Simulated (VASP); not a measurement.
# Band edges against the vacuum: CH3-terminated Si(111), part 3 of 3

Aim: ionisation energy and electron affinity of CH3-terminated Si(111), from a slab and a bulk run lined up through core potentials.

VASP 6.6.1, plane waves and PAW; the level of theory is named at each step.

So far, gap on the k-mesh (eV): step 3 (band edges of the bulk) 0.613.

**5. Potential and states of the slab**

Level of this step: PBE; plane waves and PAW (Si, H, C) (VASP).

A static run writes the electrostatic potential without exchange and correlation (LVHAR), which is flat in the vacuum and gives the level to count from. The dipole correction cancels the field that unlike faces would set up across the vacuum.

Input file INCAR:

```
SYSTEM = Si10H4C
PREC = Normal
ENCUT = 440
EDIFF = 1E-06
NELM = 120
ISMEAR = 0
SIGMA = 0.03
LREAL = Auto
ALGO = Fast
GGA = PE
NBANDS = 39
LORBIT = 11
LWAVE = .FALSE.
LCHARG = .TRUE.
KPAR = 4
IDIPOL = 3
LDIPOL = .TRUE.
DIPOL = 0.5 0.5 0.543
LVHAR = .TRUE.
LVACPOTAV = .TRUE.
NEDOS = 1500
```

Input file POSCAR:

```
Si10H4C
1.0
    3.8676508603      0.0000000000      0.0000000000
    1.9338254302      3.3494838980      0.0000000000
    0.0000000000      0.0000000000     33.1311757406
Si H C
10 4 1
Direct
    0.3333333300      0.3333333300      0.2866967592
    0.6666666700      0.6666666700      0.3096201072
    0.6666666700      0.6666666700      0.3809401839
    0.0000000000      0.0000000000      0.4046515214
    0.0000000000      0.0000000000      0.4760497862
    0.3333333300      0.3333333300      0.4996748157
    0.3333333300      0.3333333300      0.5709600402
    0.6666666700      0.6666666700      0.5945839777
    0.6666666700      0.6666666700      0.6657781926
    0.0000000000      0.0000000000      0.6899166421
    0.3333333300      0.3333333300      0.2412576432
    0.8476390588      0.3047218824      0.7600371993
    0.8476390588      0.8476390588      0.7600371993
    0.3047218824      0.8476390588      0.7600371993
    0.0000000000      0.0000000000      0.7479929928
```

Input file KPOINTS:

```
Automatic mesh
0
Gamma
9 9 1
0 0 0
```

Input file KPOINTS_OPT:

```
Line mode
14
Line-mode
Reciprocal
  0.00000000   0.00000000   0.00000000 GAMMA
  0.00000000  -0.50000000   0.00000000 M

  0.00000000  -0.50000000   0.00000000 M
  0.33333333  -0.33333333   0.00000000 K

  0.33333333  -0.33333333   0.00000000 K
  0.00000000   0.00000000   0.00000000 GAMMA
```

Potentials, in the order of the species: Si, H and C (PBE family, release 64).

Run with:

```console
> mpirun -np 4 vasp_std
```

Output:

```text
[... set-up lines as in an earlier step ...]
 entering main loop
       N       E                     dE             d eps       ncg     rms          rms(c)
DAV:   1     0.172774678497E+03    0.17277E+03   -0.15271E+04   936   0.828E+02
DAV:   2    -0.608643564565E+02   -0.23364E+03   -0.21832E+03  1261   0.166E+02
DAV:   3    -0.807509411767E+02   -0.19887E+02   -0.19579E+02  1170   0.479E+01
DAV:   4    -0.814969605252E+02   -0.74602E+00   -0.74370E+00  1304   0.108E+01
DAV:   5    -0.815351356277E+02   -0.38175E-01   -0.38166E-01  1329   0.235E+00    0.140E+01
RMM:   6    -0.781976445952E+02    0.33375E+01   -0.59173E+00  1039   0.621E+00    0.770E+00
RMM:   7    -0.777206395788E+02    0.47701E+00   -0.35042E+00  1088   0.557E+00    0.288E+00
RMM:   8    -0.775973980269E+02    0.12324E+00   -0.54776E-01  1140   0.221E+00    0.499E-01
RMM:   9    -0.775831048929E+02    0.14293E-01   -0.55413E-02  1267   0.894E-01    0.252E-01
RMM:  10    -0.775818627373E+02    0.12422E-02   -0.21557E-02  1302   0.511E-01    0.211E-01
RMM:  11    -0.775799452677E+02    0.19175E-02   -0.61639E-03  1203   0.262E-01    0.702E-02
RMM:  12    -0.775798755117E+02    0.69756E-04   -0.20100E-03  1296   0.156E-01    0.511E-02
RMM:  13    -0.775806143079E+02   -0.73880E-03   -0.10128E-03  1222   0.105E-01    0.371E-02
RMM:  14    -0.775809017894E+02   -0.28748E-03   -0.30079E-04  1338   0.572E-02    0.159E-02
RMM:  15    -0.775814514223E+02   -0.54963E-03   -0.13796E-04  1175   0.376E-02    0.874E-03
RMM:  16    -0.775816561018E+02   -0.20468E-03   -0.38994E-05  1178   0.214E-02    0.538E-03
RMM:  17    -0.775817657263E+02   -0.10962E-03   -0.21506E-05  1165   0.141E-02    0.318E-03
RMM:  18    -0.775818156296E+02   -0.49903E-04   -0.61089E-06  1044   0.803E-03    0.196E-03
RMM:  19    -0.775818466262E+02   -0.30997E-04   -0.33035E-06  1004   0.537E-03    0.136E-03
RMM:  20    -0.775818622244E+02   -0.15598E-04   -0.10715E-06   907   0.325E-03    0.682E-04
RMM:  21    -0.775818749877E+02   -0.12763E-04   -0.86477E-07   917   0.237E-03    0.561E-04
RMM:  22    -0.775818792757E+02   -0.42881E-05   -0.25643E-07   781   0.154E-03    0.356E-04
RMM:  23    -0.775818802781E+02   -0.10023E-05   -0.80307E-08   642   0.107E-03    0.285E-04
RMM:  24    -0.775818803465E+02   -0.68390E-07   -0.19520E-08   514   0.886E-04
 -----------------------------------------------------------------------------
|                                                                             |
|           W    W    AA    RRRRR   N    N  II  N    N   GGGG   !!!           |
|           W    W   A  A   R    R  NN   N  II  NN   N  G    G  !!!           |
|           W    W  A    A  R    R  N N  N  II  N N  N  G       !!!           |
|           W WW W  AAAAAA  RRRRR   N  N N  II  N  N N  G  GGG   !            |
|           WW  WW  A    A  R   R   N   NN  II  N   NN  G    G                |
|           W    W  A    A  R    R  N    N  II  N    N   GGGG   !!!           |
|                                                                             |
|     Did not find any points to average over, which means that no vacuum     |
|     field-free region was found. Please increase the size of  your cell     |
|     in the dimension of the dipole correction to obtain accurate            |
|     workfunction values.                                                    |
|                                                                             |
 -----------------------------------------------------------------------------

   1 F= -.77581880E+02 E0= -.77581880E+02  d E =-.824753E-11
 Start KPOINTS_OPT (optional k-point list driver)
k-point batch [1-12\42]
       N       E                     dE             ncg
DAV:   1     0.484336106699E+03   -0.52094E+04      936
DAV:   2    -0.215161789428E+04   -0.26360E+04     1207
DAV:   3    -0.240834612085E+04   -0.25673E+03     1201
DAV:   4    -0.241809787821E+04   -0.97518E+01     1304
DAV:   5    -0.241847301988E+04   -0.37514E+00     1317
DAV:   6    -0.241848664345E+04   -0.13624E-01     1401
DAV:   7    -0.241848717840E+04   -0.53496E-03     1292
DAV:   8    -0.241848720788E+04   -0.29479E-04     1353
DAV:   9    -0.241848720886E+04   -0.97882E-06      908
[...]
k-point batch [37-42\42]
       N       E                     dE             ncg
DAV:   1     0.661794107357E+04   -0.43922E+03      468
DAV:   2     0.525768750462E+04   -0.13603E+04      613
DAV:   3     0.512212608382E+04   -0.13556E+03      617
DAV:   4     0.511720091295E+04   -0.49252E+01      704
DAV:   5     0.511702258245E+04   -0.17833E+00      675
DAV:   6     0.511701576332E+04   -0.68191E-02      752
DAV:   7     0.511701558412E+04   -0.17920E-03      689
DAV:   8     0.511701557412E+04   -0.10006E-04      688
DAV:   9     0.511701557355E+04   -0.56964E-06      505
```

Run time: 3.2 min. Hardware: 4 MPI ranks of AMD EPYC 7R43, shared host; peak memory 1.5 GiB; 13 min of CPU time.

Parts of OUTCAR (step 5):

```text
   NELECT =      48.0000    total number of electrons

 dipolmoment           0.000000      0.000000     -0.063429 electrons x Angstroem

 E-fermi :   0.8845

 k-point     1 :       0.0000    0.0000    0.0000
  band No.  band energies     occupation
    ...
     20       0.1910      2.00000
     21       0.5233      2.00000
     22       0.5233      2.00000
     23       0.7582      2.00000
     24       0.7582      2.00000
     25       2.3072      0.00000
     26       2.4389      0.00000
     27       2.6627      0.00000
     28       3.0042      0.00000
     29       3.2980      0.00000
    ...

  Total        0.4323342      0.4323342      0.2666076      0.0000000      0.0000000      0.0000000
  in kB        1.6138685      1.6138685      0.9952245      0.0000000      0.0000000      0.0000000
  external PRESSURE =       1.4076538 kB  Pullay stress =       0.0000000 kB

 POSITION                                       TOTAL-FORCE (eV/Angst)
 -----------------------------------------------------------------------------------
      1.93383      1.11649      9.49860         0.000000     -0.000000     -0.022820
      3.86765      2.23299     10.25808         0.000000     -0.000000      0.000273
      3.86765      2.23299     12.62100         0.000000     -0.000000     -0.009572
      0.00000      0.00000     13.40658         0.000000     -0.000000     -0.019751
      0.00000      0.00000     15.77209         0.000000     -0.000000     -0.020715
      1.93383      1.11649     16.55481         0.000000     -0.000000      0.013732
      1.93383      1.11649     18.91658         0.000000     -0.000000      0.005264
      3.86765      2.23299     19.69927         0.000000     -0.000000     -0.000134
      3.86765      2.23299     22.05801         0.000000     -0.000000      0.024644
      0.00000      0.00000     22.85775         0.000000     -0.000000     -0.001978
      1.93383      1.11649      7.99315         0.000000     -0.000000      0.010959
      3.86765      1.02066     25.18093        -0.000000     -0.012645      0.003156
      4.91756      2.83915     25.18093         0.010951      0.006322      0.003156
      2.81774      2.83915     25.18093        -0.010951      0.006322      0.003156
      0.00000      0.00000     24.78189         0.000000     -0.000000      0.010630
 -----------------------------------------------------------------------------------
    total drift:                               -0.000043     -0.000025      0.053307

  FREE ENERGIE OF THE ION-ELECTRON SYSTEM (eV)
  ---------------------------------------------------
  free  energy   TOTEN  =       -77.5818803465 eV

  energy  without entropy=      -77.5818803464  energy(sigma->0) =      -77.58188035

 vacuum level on the upper side and lower side of the slab         4.612         5.498

[... 7 parts as in an earlier step ...]

[... 10 further parts left out ...]
```

This step gave:

| Property | Result |
| --- | --- |
| electronic cycles | 24 |
| Fermi energy | 0.8845 eV |
| least gap on mesh and path | 0.8788 eV |
| least direct gap on mesh and path | 1.549 eV |
| dipole moment | 0, 0, -0.06343 e·Å |
| vacuum levels | 4.612, 5.498 eV |
| ionisation potentials of the upper and lower face | 3.854, 4.740 eV |
| electron affinities of the upper and lower face | 2.975, 3.861 eV |

Electronic bands along the path, in eV, zero at the valence-band top; v1 is the highest filled band, c1 the lowest empty one:

```csv
point,v4,v3,v2,v1,c1,c2,c3,c4
Γ,-0.23,-0.23,0.00,0.00,1.55,1.68,1.90,2.25
M,-1.97,-1.53,-1.52,-1.21,0.89,1.17,1.31,1.62
K,-2.44,-2.25,-2.23,-2.10,2.05,2.11,2.22,3.09
Γ,-0.23,-0.23,0.00,0.00,1.55,1.68,1.90,2.25
```

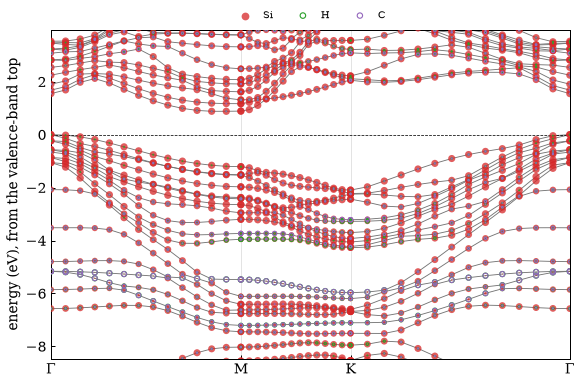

Electronic bands along the path; dots are coloured as in the legend, and their area grows with the weight.

The planar average of the electrostatic potential oscillates, so the rows of the table below give means over windows of 3.13 Å about each position, cut where the curve ends. Its maxima inside the range that stand out by 2 % of the span (Å: eV): 4.5: 4.61, 11.4: 1.99, 14.6: 2.01, 17.8: 2.01, 20.9: 2.02, 24.0: 1.83. Its minima: 9.8: -13.6, 13.0: -13.2, 16.2: -13.3, 19.3: -13.3, 22.5: -12.9, 25.0: -4.69.

Zero at the Fermi level. Planar average of the electrostatic potential against height; means over each step:

```csv
height (Å),planar average of the electrostatic potential (eV)
1.56,4.22
4.70,4.61
7.83,1.69
10.96,-5.75
14.09,-5.65
17.22,-5.69
20.35,-5.68
23.48,-5.45
26.61,2.41
29.74,3.73
32.87,3.73
```

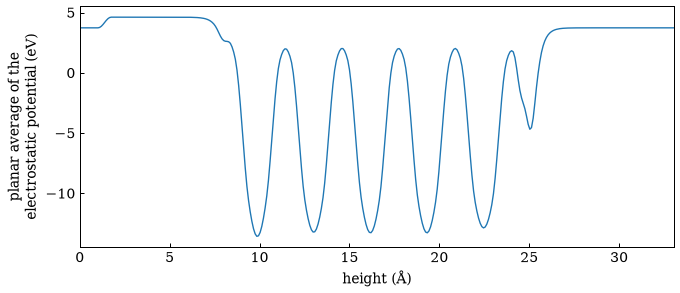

Planar average of the electrostatic potential against height.

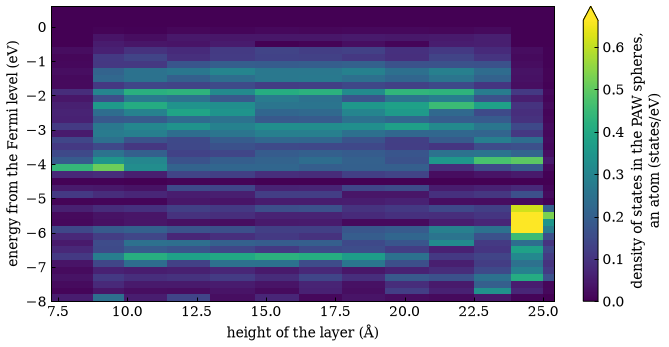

Density of states in the PAW spheres, an atom over height of the layer and energy from the Fermi level.

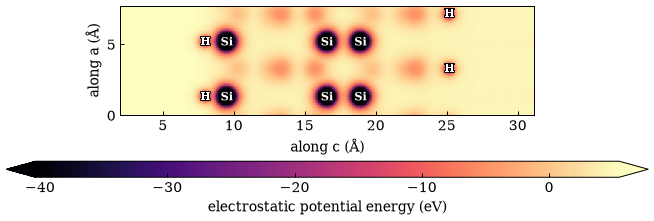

Electrostatic potential energy in the ca plane at fractional y = 0.305, with atoms of Si and H within 0.2 Å of it. With pseudopotentials it is smooth inside the atoms' cores, unlike the true potential. The far vacuum is left out of the map.

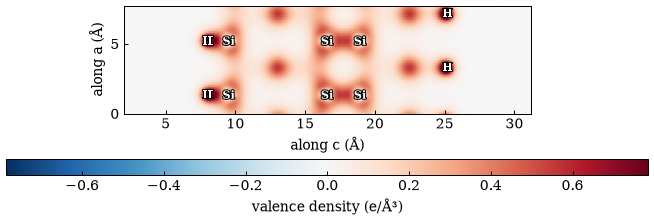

Valence density in the ca plane at fractional y = 0.305, with atoms of Si and H within 0.2 Å of it. It is the smooth field of the valence electrons, not physical close to the nuclei. The far vacuum is left out of the map.

The map of layer states is cut here 0.5 eV above the Fermi level, so it leaves out the states above that.

The vacuum level lies 3.85 eV above the highest filled level at the upper face; the two faces differ by 0.89 eV, the step that the slab's dipole of -0.063 e·Å makes.

VASP counts the dipole in electrons times Å, so a positive number points the physical dipole along −c.

The program found no field-free point at its default tolerance, but its printed level agrees with the flat part of the planar average.

**6. Lining up bulk and slab**

This step: band edges against the vacuum, PBE; plane waves and PAW (VASP 6.6.1).

Derived from the runs above.

This step gave:

- ionisation energy: 3.774 eV
- offset spread: 0.003100 eV
- bulk gap: 0.6129 eV
- slab gap: 0.8788 eV
- electron affinity: 3.161 eV

The averaged core potentials of the four middle atoms lie -4.772 eV from those of the bulk run. The bulk valence top (5.610 eV), moved by that offset, is taken from the upper vacuum level (4.612 eV).

**7. Summary of results**

```
ionisation energy : 3.77 eV
electron affinity : 3.16 eV
```

In words: The bulk valence-band top lies 3.77 eV below the vacuum of CH3-terminated Si(111), and the conduction-band bottom 3.16 eV. The slab's least gap is 0.88 eV, against 0.61 eV in the bulk. Confinement widens it, surface states can narrow it, and the two gaps need not lie at the same wave vector; the faces' own affinities count to the slab's lowest empty state. The offsets of the four middle atoms spread by 0.00 eV; a shift common to all four would not show in it. The bulk edges are read on a mesh, so a band minimum between its points makes the gap too large and the affinity too small. The methyl groups start eclipsed with the bonds below, and symmetry keeps them from turning. One thickness was run. Semilocal band edges put the valence top too high and the gap too small.

Comparison with the measured values:

| quantity | measured | PBE |
| --- | --- | --- |
| band gap (gap on the k-mesh) (eV) | 1.12 | 0.61 (-0.51 eV) |

Measured values from pmc:6179974 (2018).

How well it matches: The band gap is off by -0.51 eV. Local and semilocal functionals usually give gaps below the measured ones. The computed gap is read on a k-mesh, which can miss the band edges. An optical gap can lie under the band gap by the exciton's binding. Zero-point and thermal motion shift the measured gap.

[Lines on the potential files, build, host, timing and source positions are cut from VASP's logs without a mark.]

[Logs are printed without paths, hosts, clocks, repeated set-up lines and the standing remarks that a program may print on its own settings, such as how far it seeks lower states.]

[Hosts, paths, dates, database ids (printed as entryN), source tags and the programs' standing remarks are cut or masked in the printed files.]

[Runs that stopped without an error message from VASP are left out.]
